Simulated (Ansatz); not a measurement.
# RuS (CsCl type): one cell, many starting occupations (series 2), part 2 of 2

Aim: start the open shells of RuS (CsCl type) from different occupation matrices at one fixed cell, and see in which states the SCF ends. Cell and atoms stay fixed. The cell was built by placing the elements on the sites of a structure type; the runs don't test whether it is the stable form.

Ansatz 0.2.0; DFT r²SCAN+U (U_eff = 2.5 eV on Ru d, around-mean-field double counting), plane waves, PAW. Earlier steps stand in the parts before.

### 4 Random orbitals: single harmonics, first filling

Contents of input.yaml:

```yaml
crystal:
  lattice:
    - [3.03190283, 0.0, 0.0]
    - [0.0, 3.03190283, 0.0]
    - [0.0, 0.0, 3.03190283]
  atoms:
    - { symbol: Ru, position: [0.0, 0.0, 0.0], spin: 4.0 }
    - { symbol: S, position: [0.5, 0.5, 0.5] }
basis:
  ecutwfc: 500
  ecutrho_ratio: 4
kpoints:
  mp_grid: { grid: [6, 6, 6] }
hamiltonian:
  xc: r2scan
  hubbard:
    sites:
      - { site: 0, l: d, u_eff: 2.5, starting_ns: [{ spin: up, occupation_matrix: s0up }, { spin: down, occupation_matrix: s0down }] }
    double_counting: amf
    occupation_matrices:
      s0up:
        matrix:
          - [0.97, 0.0, 0.0, 0.0, 0.0]
          - [0.0, 0.97, 0.0, 0.0, 0.0]
          - [0.0, 0.0, 0.97, 0.0, 0.0]
          - [0.0, 0.0, 0.0, 0.97, 0.0]
          - [0.0, 0.0, 0.0, 0.0, 0.97]
      s0down:
        matrix:
          - [0.97, 0.0, 0.0, 0.0, 0.0]
          - [0.0, 0.02, 0.0, 0.0, 0.0]
          - [0.0, 0.0, 0.02, 0.0, 0.0]
          - [0.0, 0.0, 0.0, 0.02, 0.0]
          - [0.0, 0.0, 0.0, 0.0, 0.02]
    ns_hold: { iters: 5 }
scf:
  occupations: { method: gaussian, width: 0.05 }
  lower_state_search: "off"
  max_iter: 150
output:
  forces: true
  stress: true
  eigenvalues: true
  populations: true
  hubbard: { sites: [{ site: 0, l: d }] }
magnetization:
  spin_polarized: true
```

The typed matrices put 0.97 on the chosen orbitals and 0.02 on the others, and are held for 5 cycles.

The run is started by

```console
$ ansatz run input.yaml --threads 2 --pin off --max-ram 3072MiB --backend cpu --events-out ev --progress --plain --runs-dir out
```

The log of the run, cut to the lines that bear on the results:

```text
Warning: crystal.symmetry: narrowed to the stabiliser of the occupation matrices — unitary ops 48 → 16; lowered by the specified shell (site 0, l: d); largest admitted image defect 8.9e-16, smallest excluded 7.1e-1 — at a splitting's scale: the group the occupation matrices' own texture admits
Warning: RAYON_NUM_THREADS=2 ignored (pool sized by the plan → 2); use --threads N
Ru: projections on atomic orbitals take those of the free atom [Ar 3d10] 4s2 4p6 4d7 5s1, of charge +0.00 (hamiltonian.pseudopotentials.projection_atoms); the dataset's partial waves leave at most 8.1e-6 of an orbital's norm unspanned inside its sphere
S: projections on atomic orbitals take those of the free atom [Ne] 3s2 3p4, of charge +0.00 (hamiltonian.pseudopotentials.projection_atoms); the dataset's partial waves leave at most 1.6e-7 of an orbital's norm unspanned inside its sphere
[...]
Pseudopotentials: kind: paw
Pseudopotential: Ru, paw, valence charge 16, recommended cutoff 500 eV (meta_gga), Ru.paw.azcp
[...]
  k-point 0 ↑: bands = ["-57.8275", "-27.0380", "-27.0380", "-27.0380", "0.3076", "12.3015", "12.3015", "15.1067", "15.1067", "15.1067", "16.6693", "16.6693", "16.6693", "21.3819", "26.3231", "26.3231", "34.0521"]
[...]
Occupation matrices written to <dir>
--- Löwdin populations: 2 sites ---
  site symbol       q [e]    m [muB]
     0     Ru     15.7797     0.7904
     1      S      6.0396     0.1106
  spilling = 0.008215 (of n_electrons = 22.000000)
--- Occupation matrices: 1 shell (run DFT+U table (all-electron-ortho-atomic); ε = 1.10e-3) ---
  Ru0 d_4D: site group Oh (m-3m)
  Ru0 d_4D up     Tr n = 4.0330  λ = 0.706 0.706 0.706 0.958 0.958  [3× xz 0.33 (T2g 1.00) T2g(1.00) | 2× z2 0.50 (Eg 1.00) Eg(1.00)]
  Ru0 d_4D dn     Tr n = 3.2342  λ = 0.615 0.615 0.668 0.668 0.668  [2× z2 0.50 (Eg 1.00) Eg(1.00) | 3× xz 0.33 (T2g 1.00) T2g(1.00)]
  specified occupation → Ru0 d_4D up: matrix, ‖Δ‖_F = 0.4580, Tr Δ = +0.8170, displaced = 0.4085, d_λ = 0.4580; orbital distance = 0.0000
  specified occupation → Ru0 d_4D dn: matrix, ‖Δ‖_F = 1.3190, Tr Δ = -2.1842, displaced = 1.4470, d_λ = 1.2803; orbital distance = 1.1547
  Tr n, λ and their labels are of the run-group-symmetrised matrices; stabiliser: 48 of 96 elements of G0×{1,Θ} (closed), max defect 1.9e-5 at τ = 2.3e-4
```

Wall time 36 s (2 threads of Arm Neoverse V1, shared host); peak memory 0.45 GiB.

Result: no gap, pressure -7.8 GPa, moments in spheres Ru 0.79; S 0.07 μB, largest force component 0.00 eV/Å, 16 symmetry operations imposed. The program reports that the typed filling wasn't kept.

The shells' filling, with natural orbitals sorted by occupation:

```
         shell  channel  electrons  over 0.8  0.2 to 0.8  under 0.2
Ru 4d (atom 1)       up       4.03         2           3          0
Ru 4d (atom 1)     down       3.23         0           5          0
```

### 5 Random orbitals: fully mixed, one electron fewer

input.yaml, as its differences from that of step 4:

```diff
@@ -6,3 +6,3 @@
   atoms:
-    - { symbol: Ru, position: [0.0, 0.0, 0.0], spin: 4.0 }
+    - { symbol: Ru, position: [0.0, 0.0, 0.0], spin: 5.0 }
     - { symbol: S, position: [0.5, 0.5, 0.5] }
@@ -29,3 +29,3 @@
         matrix:
-          - [0.97, 0.0, 0.0, 0.0, 0.0]
+          - [0.02, 0.0, 0.0, 0.0, 0.0]
           - [0.0, 0.02, 0.0, 0.0, 0.0]
@@ -34,3 +34,3 @@
           - [0.0, 0.0, 0.0, 0.0, 0.02]
-    ns_hold: { iters: 5 }
+    ns_hold: { iters: 12 }
 scf:
```

At this filling each channel is wholly full or empty, so no choice of orbitals remains. The typed matrices put 0.97 on the chosen orbitals and 0.02 on the others, and are held for 12 cycles.

The run is started by

```console
$ ansatz run input.yaml --threads 2 --pin off --max-ram 3072MiB --backend cpu --events-out ev --progress --plain --runs-dir out
```

The log of the run, cut to the lines that bear on the results:

```text
Warning: RAYON_NUM_THREADS=2 ignored (pool sized by the plan → 2); use --threads N
Ru: projections on atomic orbitals take those of the free atom [Ar 3d10] 4s2 4p6 4d7 5s1, of charge +0.00 (hamiltonian.pseudopotentials.projection_atoms); the dataset's partial waves leave at most 8.1e-6 of an orbital's norm unspanned inside its sphere
S: projections on atomic orbitals take those of the free atom [Ne] 3s2 3p4, of charge +0.00 (hamiltonian.pseudopotentials.projection_atoms); the dataset's partial waves leave at most 1.6e-7 of an orbital's norm unspanned inside its sphere
[...]
[... 4 set-up lines as earlier in the session ...]
[...]
Crystal: 2 atoms, lattice volume = 27.871 Å³
[...]
Occupation matrices written to <dir>
--- Löwdin populations: 2 sites ---
  site symbol       q [e]    m [muB]
     0     Ru     15.7830     0.2875
     1      S      6.0395     0.0617
  spilling = 0.008068 (of n_electrons = 22.000000)
--- Occupation matrices: 1 shell (run DFT+U table (all-electron-ortho-atomic); ε = 9.28e-4) ---
  Ru0 d_4D: site group Oh (m-3m)
  Ru0 d_4D up     Tr n = 3.7866  λ = 0.632 0.632 0.632 0.945 0.945  [3× xz 0.33 (T2g 1.00) T2g(1.00) | 2× z2 0.50 (Eg 1.00) Eg(1.00)]
  Ru0 d_4D dn     Tr n = 3.4822  λ = 0.627 0.627 0.742 0.742 0.742  [2× z2 0.50 (Eg 1.00) Eg(1.00) | 3× xz 0.33 (T2g 1.00) T2g(1.00)]
  specified occupation → Ru0 d_4D up: matrix, ‖Δ‖_F = 0.5861, Tr Δ = +1.0634, displaced = 0.5317, d_λ = 0.5861; orbital distance = 0.0000
  specified occupation → Ru0 d_4D dn: matrix, ‖Δ‖_F = 1.5178, Tr Δ = -3.3822, displaced = 1.6911, d_λ = 1.5178; orbital distance = 0.0000
  Tr n, λ and their labels are of the run-group-symmetrised matrices; stabiliser: 48 of 96 elements of G0×{1,Θ} (closed), max defect 2.7e-15 at τ = 2.0e-4
```

Wall time 8.6 s (2 threads of Arm Neoverse V1, shared host); peak memory 0.36 GiB.

Result: no gap, pressure -7.1 GPa, moments in spheres Ru 0.31 μB, largest force component 0.00 eV/Å, 48 symmetry operations imposed. The program reports that the typed filling wasn't kept.

The shells' filling, with natural orbitals sorted by occupation:

```
         shell  channel  electrons  over 0.8  0.2 to 0.8  under 0.2
Ru 4d (atom 1)       up       3.79         2           3          0
Ru 4d (atom 1)     down       3.48         0           5          0
```

### 6 Random orbitals: drawn by pairs, first filling

input.yaml, as its differences from that of step 5:

```diff
@@ -6,3 +6,3 @@
   atoms:
-    - { symbol: Ru, position: [0.0, 0.0, 0.0], spin: 5.0 }
+    - { symbol: Ru, position: [0.0, 0.0, 0.0], spin: 4.0 }
     - { symbol: S, position: [0.5, 0.5, 0.5] }
@@ -29,8 +29,8 @@
         matrix:
-          - [0.02, 0.0, 0.0, 0.0, 0.0]
+          - [0.25587, 0.0, -0.41042, 0.0, 0.0]
           - [0.0, 0.02, 0.0, 0.0, 0.0]
-          - [0.0, 0.0, 0.02, 0.0, 0.0]
+          - [-0.41042, 0.0, 0.73413, 0.0, 0.0]
           - [0.0, 0.0, 0.0, 0.02, 0.0]
           - [0.0, 0.0, 0.0, 0.0, 0.02]
-    ns_hold: { iters: 12 }
+    ns_hold: until_converged
 scf:
```

The typed matrices put 0.97 on the chosen orbitals and 0.02 on the others, and are held until the SCF converges, then released.

The run is started by

```console
$ ansatz run input.yaml --threads 2 --pin off --max-ram 3072MiB --backend cpu --events-out ev --progress --plain --runs-dir out
```

The log of the run, cut to the lines that bear on the results:

```text
Warning: crystal.symmetry: narrowed to the stabiliser of the occupation matrices — unitary ops 48 → 4; lowered by the specified shell (site 0, l: d); largest admitted image defect 4.4e-16, smallest excluded 3.6e-1 — at a splitting's scale: the group the occupation matrices' own texture admits
Warning: RAYON_NUM_THREADS=2 ignored (pool sized by the plan → 2); use --threads N
Ru: projections on atomic orbitals take those of the free atom [Ar 3d10] 4s2 4p6 4d7 5s1, of charge +0.00 (hamiltonian.pseudopotentials.projection_atoms); the dataset's partial waves leave at most 8.1e-6 of an orbital's norm unspanned inside its sphere
S: projections on atomic orbitals take those of the free atom [Ne] 3s2 3p4, of charge +0.00 (hamiltonian.pseudopotentials.projection_atoms); the dataset's partial waves leave at most 1.6e-7 of an orbital's norm unspanned inside its sphere
[...]
[... 2 set-up lines as earlier in the session ...]
[...]
  k-point 0 ↑: bands = ["-57.5966", "-26.7873", "-26.7871", "-26.7871", "0.3292", "12.3123", "12.3126", "15.1271", "15.1271", "15.1272", "17.0420", "17.0420", "17.0422", "21.4983", "26.3665", "26.3667", "34.0838"]
[...]
Occupation matrices written to <dir>
--- Löwdin populations: 2 sites ---
  site symbol       q [e]    m [muB]
     0     Ru     15.7830     0.2876
     1      S      6.0395     0.0618
  spilling = 0.008068 (of n_electrons = 22.000000)
--- Occupation matrices: 1 shell (run DFT+U table (all-electron-ortho-atomic); ε = 1.43e-2) ---
  Ru0 d_4D: site group Oh (m-3m)
  Ru0 d_4D up     Tr n = 3.7866  λ = 0.632 0.632 0.632 0.945 0.945  [3× xz 0.33 (T2g 1.00) T2g(1.00) | 2× z2 0.50 (Eg 1.00) Eg(1.00)]
  Ru0 d_4D dn     Tr n = 3.4821  λ = 0.627 0.627 0.742 0.742 0.742  [2× z2 0.50 (Eg 1.00) Eg(1.00) | 3× xz 0.33 (T2g 1.00) T2g(1.00)]
  specified occupation → Ru0 d_4D up: matrix, ‖Δ‖_F = 0.5861, Tr Δ = +1.0634, displaced = 0.5317, d_λ = 0.5861; orbital distance = 0.0000
  specified occupation → Ru0 d_4D dn: matrix, ‖Δ‖_F = 1.3740, Tr Δ = -2.4321, displaced = 1.4749, d_λ = 1.3541; orbital distance = 0.9122
  Tr n, λ and their labels are of the run-group-symmetrised matrices; stabiliser: 48 of 96 elements of G0×{1,Θ} (closed), max defect 2.4e-4 at τ = 3.0e-3
```

It took 79 s on 2 threads of Arm Neoverse V1, shared host; peak memory 0.56 GiB.

It ends with no gap, pressure -7.1 GPa, moments in spheres Ru 0.31 μB, largest force component 0.00 eV/Å, 4 symmetry operations imposed. The program reports that the typed filling wasn't kept.

The shells' filling, with natural orbitals sorted by occupation:

```
         shell  channel  electrons  over 0.8  0.2 to 0.8  under 0.2
Ru 4d (atom 1)       up       3.79         2           3          0
Ru 4d (atom 1)     down       3.48         0           5          0
```

### 7 Results

This closing draws on all 2 parts.

Energies count from the lowest free state and have the smearing extrapolated to zero.

| start | energy (meV/atom) | gap (eV) | pressure (GPa) | largest moment (μB) | SCF cycles | time |
| --- | --- | --- | --- | --- | --- | --- |
| natural orbitals of the symmetric run, filled by rank (earlier series) | 0.0 | metal | -7.1 | 0.31 | 61 | 36 s |
| random orbitals: fully mixed, one electron fewer | 0.0 | metal | -7.1 | 0.31 | 44 | 8.6 s |
| random orbitals: fully mixed, first filling | 0.0 | metal | -7.1 | 0.31 | 56 | 99 s |
| random orbitals: drawn by pairs, first filling | 0.0 | metal | -7.1 | 0.31 | 67 | 79 s |
| random orbitals: single harmonics, second filling | 4.2 | metal | -6.5 | 0.21 | 55 | 59 s |
| random orbitals: single harmonics, first filling | 8.9 | metal | -7.8 | 0.79 | 44 | 36 s |

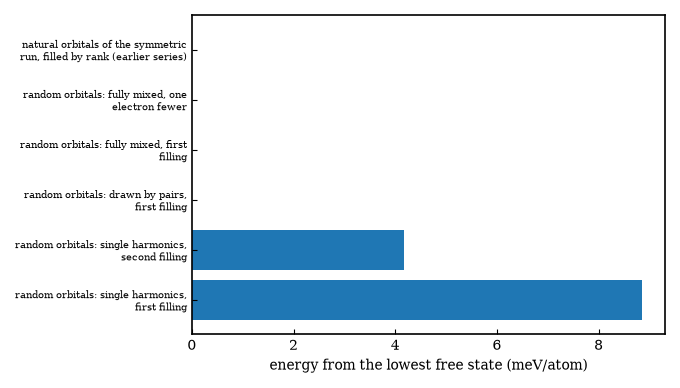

Energy of each end state.

The 6 free runs end at 3 energies more than 1 meV/atom apart (states closer than that can still differ), spread over 9 meV/atom; the lowest came from «natural orbitals of the symmetric run, filled by rank (earlier series)» and 3 more starts. Around-mean-field double counting penalises high spin, so low-spin or metallic winners can come from that choice. The lowest state found need not be the ground state, and the geometry wasn't relaxed for any of them.
